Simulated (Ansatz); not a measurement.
## AgCl: a changed input and its effect

System: AgCl (4 atoms in the cell).
Method of the first run: DFT, r2SCAN, plane waves, PAW, no spin polarisation (Ansatz 0.2.0).

The structure derives from a Materials Project entry. The geometry comes from this level: r2SCAN (a point of a series of strains). Text and figures count atoms from 1; the logs count them from 0 in places.

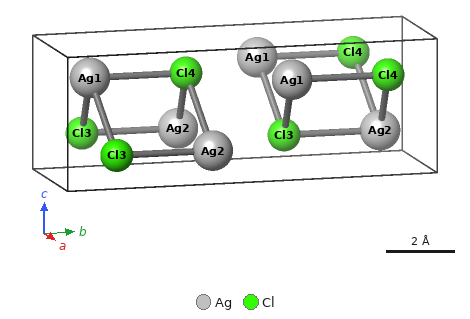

The structure as given in the input (ball-and-stick view of the cell 2 times as large as that of the calculation, set on its symmetry axes, seen slightly off an axis; atoms are numbered from 1 in the order of the input). An atom can appear more than once, as a periodic image.

### Input file, the first run
```yaml
crystal:
  lattice:
    - [1.89388255, -5.6476312267, 0.0]
    - [1.89388255, 5.6476312267, 0.0]
    - [0.0, 0.0, 4.0070923717]
  atoms:
    - { symbol: Ag, position: [0.3926826977, 0.6073173023, 0.75] }
    - { symbol: Ag, position: [0.6073173023, 0.3926826977, 0.25] }
    - { symbol: Cl, position: [0.8671197881, 0.1328802119, 0.25] }
    - { symbol: Cl, position: [0.1328802119, 0.8671197881, 0.75] }
kpoints:
  mp_grid: { grid: [8, 8, 6] }
  band_path:
    path:
      - [0.0, 0.0, 0.0]
      - [-0.5, 0.5, 0.0]
      - [-0.2781134039, 0.7218865961, 0.0]
      - [0.2781134039, 0.2781134039, 0.0]
      - [0.0, 0.0, 0.5]
      - [0.2781134039, 0.2781134039, 0.5]
      - [-0.2781134039, 0.7218865961, 0.5]
      - [-0.5, 0.5, 0.5]
      - [0.0, 0.5, 0.0]
      - [0.244792, 0.244792, 0.0]
    npoints: 1
hamiltonian:
  xc: r2scan
scf:
  occupations: { method: fixed }
  n_extra_bands: 5
output:
  forces: true
  stress: true
  eigenvalues: true
  write_density: true
  write_potential: true
  elf: true
  volumetric_format: npy
```

Command:
```bash
ansatz run input.yaml --threads 4 --pin off --max-ram 4608MiB --backend cpu --events-out ev --progress --plain --runs-dir out
```

Hardware: 4 threads of Arm Neoverse V2, 24 GiB of memory available, shared host.

### Output, shortened to warnings, some set-up lines, iterations and results (the first run)
```
Basis set: ecut = 500 eV, 2153 PW (Γ), exchange–correlation on 180×180×120 points (64 copies of the dense FFT grid, shifted against one another)
Symmetry: 8 space group operations
k-points: 84 of 384
Initial density: superposition of atomic densities (neutral atoms: chi_scale 0, normalization atom), corrected by the library's trained network
[...]
SCF iter   1: F=—  HF=-17377.344162 eV  |F-HF|=—  |Δ(HF+E_count)|=         —  Δρ=8.41e-3  dr2=4.49e-2  dr2_τ=1.07e-2  ethr=1.77e-3  ⟨swp⟩=4.8  Hψ=8367  notcnv=0  defer=251
SCF iter   2: F=—  HF=-17377.343118 eV  |F-HF|=—  |Δ(HF+E_count)|=   1.04e-3  Δρ=4.25e-3  dr2=7.37e-3  dr2_τ=1.42e-3  ethr=8.63e-5  ⟨swp⟩=2.7  Hψ=4380  notcnv=0  defer=252
SCF iter   3: F=—  HF=-17377.343676 eV  |F-HF|=—  |Δ(HF+E_count)|=   5.58e-4  Δρ=1.38e-3  dr2=1.02e-3  dr2_τ=6.52e-5  ethr=1.42e-5  ⟨swp⟩=2.0  Hψ=2691  notcnv=0  defer=252
SCF iter   4: F=—  HF=-17377.343783 eV  |F-HF|=—  |Δ(HF+E_count)|=   1.07e-4  Δρ=2.12e-4  dr2=3.12e-5  dr2_τ=2.80e-6  ethr=1.95e-6  ⟨swp⟩=2.2  Hψ=3917  notcnv=0  defer=252
SCF iter   5: F=—  HF=-17377.343788 eV  |F-HF|=—  |Δ(HF+E_count)|=   5.28e-6  Δρ=4.32e-5  dr2=1.30e-6  dr2_τ=1.19e-7  ethr=6.00e-8  ⟨swp⟩=2.0  Hψ=3789  notcnv=0  defer=88
SCF iter   6: F=-17377.343788 eV  HF=-17377.343788 eV  |F-HF|=1.98e-8  |Δ(HF+E_count)|=   3.95e-7  Δρ=1.08e-5  dr2=7.97e-8  dr2_τ=9.55e-9  ethr=1.92e-10  ⟨swp⟩=13.6  Hψ=20819 …
SCF 1 converged in 6 iterations: F = -17377.343788 eV  dr2 = 7.97e-8
NSCF: frozen V_eff on 10 k-points
SCF converged after 6 iterations
Free energy (F): -17377.343788 eV
Harris-Foulkes:  -17377.343788 eV  (|F-HF|=1.98e-8)
Internal energy: -17377.343788 eV  (E = F + TS)
E sigma→0 (E₀):  -17377.343788 eV
Fermi energy:    7.652790 eV
--- Per-component energies (eV) ---
  E_band       = -775.409407
  E_kinetic    = 1377.074183
  E_local      = -6518.918662  (includes V_loc(G=0)·N_el)
  E_nonlocal   = 228.002211
  E_hartree    = 2865.547786
  E_xc         = -560.219316
  E_vxc        = -787.282127  (∫ρ·V_xc dr)
  E_paw        = -9185.129490  (= ΣΔE_a)
  E_vpaw       = -856.367149  (= ΣTr[D̂ρ^β])
  E_aug_tail   = 0.000179  (compensation charges beyond the density's cutoff)
  E_vtau       = 50.999225  (kinetic-family band-sum trace: ∫τ·v_τ [+ j·A + Jᵃ·Aᵃ] dr)
  E_ewald      = -5582.409245
  E_core_change = -1.291435  (= ΣΔE_core)
  E_smearing   = -0.000000  (= −TS)
  E_closure    = 0.000000  (closes the sum)
  Σ components = -17377.343788   (vs F -17377.343788, Δ=0.00e0)
--- Forces (eV/Å), atoms counted from 1 ---
  atom   1  Ag     0.00000000     0.00213532     0.00000000
  atom   2  Ag     0.00000000    -0.00213532     0.00000000
  atom   3  Cl     0.00000000    -0.00091893     0.00000000
  atom   4  Cl     0.00000000     0.00091893     0.00000000
  max |Σ_I F_I| component: 1.08e-19 eV/Å
--- Stress (GPa, compression-positive) ---
       -2.518507       0.000000       0.000000
        0.000000      -1.674821       0.000000
        0.000000       0.000000      -2.541483
  P = ⅓ Tr σ = -2.2449 GPa (-22.449 kbar)
```

The input of the second run differs as follows (lines with − go, lines with + come):
```diff
-  xc: r2scan
+  xc: pbe
-  occupations: { method: fixed }
+  occupations: { method: fermi_dirac, width: 0.02 }
-  write_density: true
-  write_potential: true
-  elf: true
-  volumetric_format: npy
```

How does the second run compare with the first run?

The total energies belong to different methods, so their difference says nothing on which is more stable or more accurate. The gap on the mesh goes from 0.99 to 0.44 eV. The pressure goes from −2.24 to −0.56 GPa. The functional changes from r2SCAN to PBE. The number of SCF iterations is the same. The default cutoff goes from 500 to 420 eV with the change. The plane waves at Γ go from 2153 to 1657. On the same kind of shared host the second run took about 0.34 times as long.

### Output, shortened to warnings, some set-up lines, iterations and results (the second run)
```
Basis set: ecut = 420 eV, 1657 PW (Γ), exchange–correlation on 80×80×54 points (8 copies of the dense FFT grid, shifted against one another)
Symmetry: 8 space group operations
k-points: 84 of 384
Initial density: superposition of atomic densities (neutral atoms: chi_scale 0, normalization atom), corrected by the library's trained network
[...]
SCF iter   1: F=—  HF=-17341.651522 eV  |F-HF|=—  |Δ(HF+E_count)|=         —  Δρ=1.33e-3  dr2=7.96e-4  ethr=1.77e-3  ⟨swp⟩=5.6  Hψ=9761  notcnv=0
SCF iter   2: F=—  HF=-17341.652851 eV  |F-HF|=—  |Δ(HF+E_count)|=   1.33e-3  Δρ=6.77e-4  dr2=2.27e-4  ethr=1.53e-6  ⟨swp⟩=3.3  Hψ=6994  notcnv=0  defer=22
SCF iter   3: F=—  HF=-17341.652900 eV  |F-HF|=—  |Δ(HF+E_count)|=   4.93e-5  Δρ=1.18e-4  dr2=9.35e-6  ethr=4.37e-7  ⟨swp⟩=2.0  Hψ=4033  notcnv=0  defer=22
SCF iter   4: F=—  HF=-17341.652925 eV  |F-HF|=—  |Δ(HF+E_count)|=   2.46e-5  Δρ=5.28e-5  dr2=2.46e-6  ethr=1.80e-8  ⟨swp⟩=2.1  Hψ=4322  notcnv=0  defer=22
SCF iter   5: F=—  HF=-17341.652925 eV  |F-HF|=—  |Δ(HF+E_count)|=   5.93e-7  Δρ=1.79e-5  dr2=3.52e-7  ethr=4.74e-9  ⟨swp⟩=2.3  Hψ=4367  notcnv=0  defer=22
SCF iter   6: F=-17341.652926 eV  HF=-17341.652926 eV  |F-HF|=1.19e-8  |Δ(HF+E_count)|=   8.76e-8  Δρ=5.78e-6  dr2=2.97e-8  ethr=1.92e-10  ⟨swp⟩=7.1  Hψ=10377  notcnv=0
SCF 1 converged in 6 iterations: F = -17341.652926 eV  dr2 = 2.97e-8
NSCF: frozen V_eff on 10 k-points
SCF converged after 6 iterations
Free energy (F): -17341.652926 eV
Harris-Foulkes:  -17341.652926 eV  (|F-HF|=1.19e-8)
Internal energy: -17341.652925 eV  (E = F + TS)
E sigma→0 (E₀):  -17341.652926 eV
Entropy (-TS):   -0.000000 eV (-0.000 meV/atom)
Fermi energy:    8.203181 eV
--- Per-component energies (eV) ---
  E_band       = -727.578649
  E_kinetic    = 1376.465957
  E_local      = -6509.384099  (includes V_loc(G=0)·N_el)
  E_nonlocal   = 224.755504
  E_hartree    = 2857.382622
  E_xc         = -579.489903
  E_vxc        = -707.685482  (∫ρ·V_xc dr)
  E_paw        = -9128.974582  (= ΣΔE_a)
  E_vpaw       = -826.500362  (= ΣTr[D̂ρ^β])
  E_aug_tail   = 0.000821  (compensation charges beyond the density's cutoff)
  E_ewald      = -5582.409245
  E_smearing   = -0.000000  (= −TS)
  E_closure    = 0.000000  (closes the sum)
  Σ components = -17341.652926   (vs F -17341.652926, Δ=0.00e0)
--- Forces (eV/Å), atoms counted from 1 ---
  atom   1  Ag     0.00000000     0.00008417     0.00000000
  atom   2  Ag     0.00000000    -0.00008417     0.00000000
  atom   3  Cl     0.00000000     0.01788555     0.00000000
  atom   4  Cl     0.00000000    -0.01788555     0.00000000
  max |Σ_I F_I| component: 0.00e0 eV/Å
--- Stress (GPa, compression-positive) ---
       -0.755521       0.000000       0.000000
        0.000000       0.022380       0.000000
        0.000000       0.000000      -0.958561
  P = ⅓ Tr σ = -0.5639 GPa (-5.639 kbar)
```

### The two runs side by side

| quantity | the first run | the second run |
| --- | --- | --- |
| outcome | converged | converged |
| free energy per atom (eV) | −4344.3359 | −4335.4132 |
| gap on the mesh (eV) | 0.99 | 0.44 |
| pressure (GPa) | −2.24 | −0.56 |
| largest force (eV/Å) | 0.002 | 0.018 |
| SCF iterations | 6 | 6 |
| irreducible k-points | 84 | 84 |
| plane waves at Γ | 2153 | 1657 |
| wall time (shared host) | 8.2 s | 2.8 s |
